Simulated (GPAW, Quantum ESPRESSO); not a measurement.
# BN (P6_3/mmc): the B K absorption edge, part 6 of 6

Do two independent programs agree on the B K edge of BN (P6_3/mmc)? The same cell and functional are run with XSpectra and with GPAW.

Quantum ESPRESSO 7.5 and GPAW 26.7.0; core-hole supercells, plane-wave PAW PBE.

So far. Step 15 (Spectrum with FCH, B atom 3 (GPAW)): Main maxima below 24 eV (height): 0.2 eV (3.77), 6.8 eV (3.90), 12.4 eV (1.13) and 22.9 eV (1.05). A K edge sees empty p states; at this planar three-fold site the curve for the electric vector normal to the plane peaks at 0.2 eV, where it is mainly π* that absorbs: that direction carries over 70 % of the weight there.

The database entry behind the starting cell differs from later determinations by our own check (about 0.3 % short, minor phase), so it need not match the best structure at ambient conditions.

### Step 16. Excitation energy, B atom 3 (GPAW)

Level of this step: plane-wave PAW DFT, PBE, self-consistent field (GPAW).

With the excited electron kept in the cell the system stays neutral, and the energy difference is an excitation energy by itself. In a small cell that electron takes up a good share of the lowest empty band, or all of one, which shifts the value from the true onset.

Changed against the first core-hole run: core hole to XCH, with the smearing that suits a partly filled band.

Contents of scf.py:

```python
import numpy as np
from ase import Atoms
from ase.parallel import parprint, paropen
from gpaw import GPAW, PW, FermiDirac, Mixer, MixerDif, setup_paths
from gpaw.test import gen
setup_paths.insert(0, '.')
gen('B', name='fch1s', xcname='PBE', corehole=(1, 0, 1), write_xml=True)
from gpaw.mpi import world
world.barrier()

atoms = Atoms('N14B14',
    cell=[[6.2456, 2.1635393, 0],
     [-4.99648, 4.32707861, 0],
     [0, 0, 6.6357]],
    scaled_positions=[[0.23809524, 0.04761905, 0.25],
     [0.38095238, 0.47619048, 0.25],
     [0.52380952, 0.9047619, 0.25],
     [0.66666667, 0.33333333, 0.25],
     [0.80952381, 0.76190476, 0.25],
     [0.95238095, 0.19047619, 0.25],
     [0.0952381, 0.61904762, 0.25],
     [0.19047619, 0.23809524, 0.75],
     [0.33333333, 0.66666667, 0.75],
     [0.47619048, 0.0952381, 0.75],
     [0.61904762, 0.52380952, 0.75],
     [0.76190476, 0.95238095, 0.75],
     [0.9047619, 0.38095238, 0.75],
     [0.04761905, 0.80952381, 0.75],
     [0.23809524, 0.04761905, 0.75],
     [0.38095238, 0.47619048, 0.75],
     [0.52380952, 0.9047619, 0.75],
     [0.66666667, 0.33333333, 0.75],
     [0.80952381, 0.76190476, 0.75],
     [0.95238095, 0.19047619, 0.75],
     [0.0952381, 0.61904762, 0.75],
     [0.19047619, 0.23809524, 0.25],
     [0.33333333, 0.66666667, 0.25],
     [0.47619048, 0.0952381, 0.25],
     [0.61904762, 0.52380952, 0.25],
     [0.76190476, 0.95238095, 0.25],
     [0.9047619, 0.38095238, 0.25],
     [0.04761905, 0.80952381, 0.25]],
    pbc=True)
atoms.calc = calc = GPAW(legacy_gpaw=True, mode=PW(500, force_complex_dtype=True), xc='PBE', setups={14: 'fch1s'},
    kpts={'size': (3, 3, 3), 'gamma': True}, occupations=FermiDirac(0.04),
    charge=-1, mixer=Mixer(0.1, 5, 50), maxiter=150,
    convergence={'density': 0.0001, 'eigenstates': 1e-6}, txt='scf.txt')
energy = atoms.get_potential_energy() + calc.get_reference_energy()
ef = calc.get_fermi_level()
out = dict(energy=energy, fermi=ef, forces=atoms.get_forces().tolist())
parprint(f'all-electron energy {energy:.4f} eV, Fermi level {ef:.4f} eV')
ev = np.array([[calc.get_eigenvalues(k, s) for k in range(len(calc.get_ibz_k_points()))] for s in range(calc.get_number_of_spins())])
out['homo'], out['lumo'], out['counts'] = ev[ev < ef].max(), ev[ev > ef].min(), sorted(set((ev < ef).sum((0, 2)).tolist()))
out['filled'] = (ev[:, 0] < ef).sum(1).tolist()
import json
with paropen('out.json', 'w') as f:
    json.dump(out, f)
```

Started as:

```bash
$ OMP_NUM_THREADS=1 mpirun -n 4 gpaw python scf.py
```

Numbers of over 12 decimals in the logs are rounded to 6 here.

Log:

```text
Input parameters:
  charge: -1
  convergence: {density: 0.0001,
                eigenstates: 1e-06}
  kpts: {gamma: True,
         size: (3, 3, 3)}
  maxiter: 150
  mixer: {backend: pulay,
          beta: 0.1,
          method: separate,
          nmaxold: 5,
          weight: 50}
  mode: {ecut: 500.0,
         force_complex_dtype: True,
         name: pw}
  occupations: {fixmagmom: False,
[...]
--------------------------------
2s(2) :    -0.872538     1.031866
*s    :     0.127462
2p(1) :    -0.649578     0.944462
*p    :     0.350422
*d    :     0.000000
--------------------------------

Diagonalizing with gridspacing h=0.050

state   all-electron     PAW
-------------------------------
2s:      -0.872538    -0.873275
2p:      -0.649578    -0.650581
*d:                   -0.077574
*f:                   -0.014711
-------------------------------
all-electron energy -30158.9518 eV, Fermi level 7.5404 eV
[key lines of the parts left out:]
Converged after 16 iterations.
Dipole moment: (0.707284, -0.711532, 0.059605) |e|*Ang
Free energy:   -249.090200
Fermi level: 7.54039
```

Elapsed: 76 s, on 4 MPI ranks of Arm Neoverse V1, shared host; peak memory 0.39 GiB.

The total-energy difference is 195.95 eV. With the free-atom term of -5.59 eV for this edge, the photon energy is 190.36 eV.

### Step 17. The two programs side by side

The line shapes differ (Lorentzian half width 0.4 eV up to 4 eV, rising linearly to 1.75 eV at 25 eV (not a setting of the program: the run's 0.4 eV curve was folded afterwards with a further Lorentzian above 4 eV), against Gaussian full width 0.9 eV up to 4 eV, rising linearly to 3.5 eV at 25 eV), so both get a further Gaussian of 1.5 eV full width before they are compared; the Lorentzian tails remain.

```tsv
E (eV)	XSpectra	GPAW
-2.00	0.19	0.03
-1.25	0.50	0.34
-0.50	1.21	1.37
0.25	1.70	2.17
1.00	1.19	1.37
1.75	0.55	0.38
2.50	0.33	0.11
3.25	0.34	0.14
4.00	0.44	0.20
4.75	0.65	0.40
5.50	1.17	1.15
6.25	1.98	2.42
7.00	2.38	2.94
7.75	1.96	2.18
8.50	1.40	1.32
9.25	1.09	0.94
10.00	0.96	0.84
10.75	0.93	0.86
11.50	0.97	0.96
12.25	1.01	1.05
13.00	0.98	1.02
13.75	0.91	0.92
14.50	0.86	0.85
15.25	0.82	0.82
16.00	0.78	0.78
16.75	0.74	0.73
17.50	0.69	0.66
18.25	0.63	0.58
19.00	0.59	0.51
19.75	0.59	0.51
20.50	0.63	0.60
21.25	0.70	0.76
22.00	0.79	0.91
22.75	0.83	0.99
23.50	0.80	0.96
24.25	0.72	0.83
25.00	0.61	0.66
25.75	0.53	0.51
26.50	0.47	0.41
27.25	0.42	0.35
28.00	0.39	0.33
28.75	0.38	0.31
```

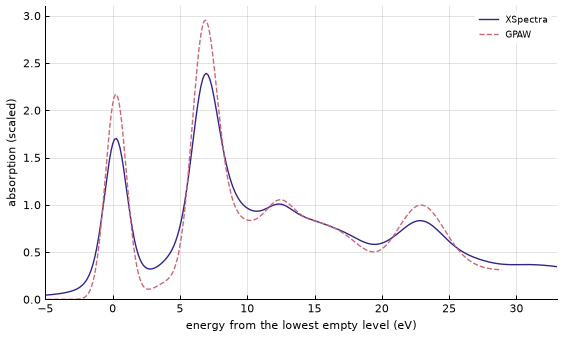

XSpectra and GPAW after a common extra broadening.

```tsv
	XSpectra	GPAW
k mesh of the spectrum	4×4×4	4×4×4
cutoff (eV)	762	500
highest intensity below 16 eV after the common broadening, eV (height)	6.9 (2.39)	6.9 (2.95)
zero, corrected photon energy (eV)	189.7	189.7
core time, hole field and spectrum	22 min	26 min
```

### Step 18. What the core hole does

XSpectra's curves. Both curves are counted from their own zero, so only the shift of weight within the empty states shows.

```tsv
E (eV)	no hole	FCH
-2.0	0.06	0.13
-1.0	0.12	0.44
0.0	0.50	2.50
1.0	1.12	0.95
2.0	0.75	0.26
3.0	0.61	0.24
4.0	0.39	0.36
5.0	0.49	0.46
6.0	0.67	1.44
7.0	1.35	3.72
8.0	1.57	1.60
9.0	1.07	1.01
10.0	0.91	0.97
11.0	1.51	0.82
12.0	1.11	1.11
13.0	1.16	1.03
14.0	1.13	0.87
15.0	0.97	0.89
16.0	1.36	0.82
17.0	1.37	0.82
18.0	0.79	0.70
19.0	0.63	0.45
20.0	0.57	0.45
21.0	0.85	0.60
22.0	1.32	0.95
23.0	2.24	1.46
24.0	1.74	0.99
25.0	1.62	0.54
26.0	1.14	0.44
27.0	0.69	0.41
28.0	0.53	0.34
29.0	0.63	0.31
30.0	0.50	0.33
31.0	0.74	0.45
32.0	0.72	0.37
```

With each curve scaled to its own mean, the area from −2 to 6 eV with the hole is 5.6 against 4.4, and the centre of weight from −1 to 20 eV moves by -1.6 eV: the hole pulls the absorber's empty states down.

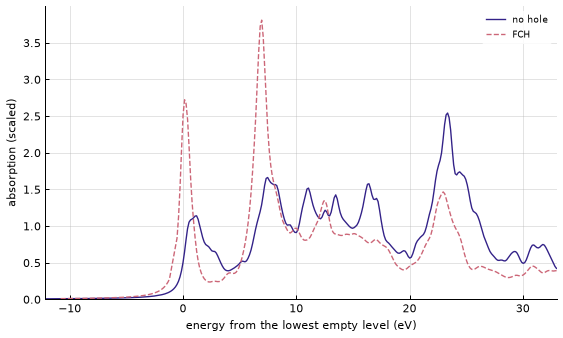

The B K edge with and without the core hole, each from its own zero; the highest intensity below 16 eV lies at 6.9 eV with the hole.

### Step 19. Against the measurement

Features are paired by their description (first, strongest, rising edge, steepest rise) or, failing that, by nearness after a common offset; their character isn't checked.

XSpectra PBE (Lorentzian half width 0.4 eV up to 4 eV, rising linearly to 1.75 eV at 25 eV (not a setting of the program: the run's 0.4 eV curve was folded afterwards with a further Lorentzian above 4 eV)):

| measured feature | measured (eV) | computed feature | computed (eV) | difference (eV) |
| --- | --- | --- | --- | --- |
| B K-edge, 1s to pi* resonance | 192 | first maximum | 189.9 | -2.1 |

GPAW PBE (Gaussian full width 0.9 eV up to 4 eV, rising linearly to 3.5 eV at 25 eV):

| measured feature | measured (eV) | computed feature | computed (eV) | difference (eV) |
| --- | --- | --- | --- | --- |
| B K-edge, 1s to pi* resonance | 192 | first maximum | 189.9 | -2.1 |

### Step 20. Outcome

```json
{
  "absorber and edge": "B K, atom 3 of the ground-state input (counted from 1)",
  "surroundings": "3 N at 1.44 Å (trigonal planar, site symmetry -6m2)",
  "highest intensity below 16 eV (XSpectra, narrow line)": "6.9 eV above the zero, height 3.81",
  "photon energy of the zero, with the added terms": "189.7 eV (raw 195.3 eV; uncertain by a few eV)"
}
```

In words: XSpectra PBE lies 2.1 eV below the measured energy. GPAW PBE lies 2.1 eV below the measured energy. Energy scales of different experiments differ by up to about 1 eV. The two programs agree on where the features lie, less on their heights: 20 % r.m.s. remains over the first 14 eV after a relative shift of 0.0 eV, and their photon-energy zeros differ by 0.0 eV. What differs may come from the PAW partial waves, meshes, cutoffs and line shapes. In XSpectra the B K edge of atom 3, with 3 N at 1.44 Å (trigonal planar, site symmetry -6m2), has its highest intensity of the first 16 eV at 6.9 eV above the zero, near 197 eV in photon energy (uncertain by a few eV), 3.8 times the mean level of the first 20 eV (Lorentzian half width 0.4 eV). In XSpectra: With each curve scaled to its own mean, the area from −2 to 6 eV with the hole is 5.6 against 4.4, and the centre of weight from −1 to 20 eV moves by -1.6 eV: the hole pulls the absorber's empty states down. In GPAW: With each curve scaled to its own mean, the area from −2 to 6 eV with the hole is 5.6 against 4.4, and the centre of weight from −1 to 20 eV moves by -1.6 eV: the hole pulls the absorber's empty states down. In XSpectra the neutral-cell energy lies +0.6 eV from the charged-cell zero, a gap made of the charged-cell error and of where the added electron settles. In GPAW the neutral-cell energy lies +0.6 eV from the charged-cell zero, a gap made of the charged-cell error and of where the added electron settles. In XSpectra, at the B K edge of atom 3 polarisation matters most near 0.1 eV, where the curves differ by 8.1 on this scale. Lifetime broadening is put in by hand, and intensities beyond about 20 eV depend on it and on the partial waves. The structure is a published determination, not relaxed.

[Banner, clock and machine lines of the logs are left out without a mark of their own.]

[Logs are printed without paths, hosts, clocks, repeated set-up lines and the standing remarks that a program may print on its own settings, such as how far it seeks lower states.]

[Hosts, paths, dates, database ids (printed as entryN), source tags and the programs' standing remarks are cut or masked in the printed files.]

[Lists of maxima count a maximum above −3 eV only where it reaches 4 % of the highest in the window and stands out from its surroundings by 2 % of it (1.5 % where it reaches 55 %); shoulders and weaker maxima are passed over, and of the rest the first, up to two pre-edge ones and the few strongest are named.]
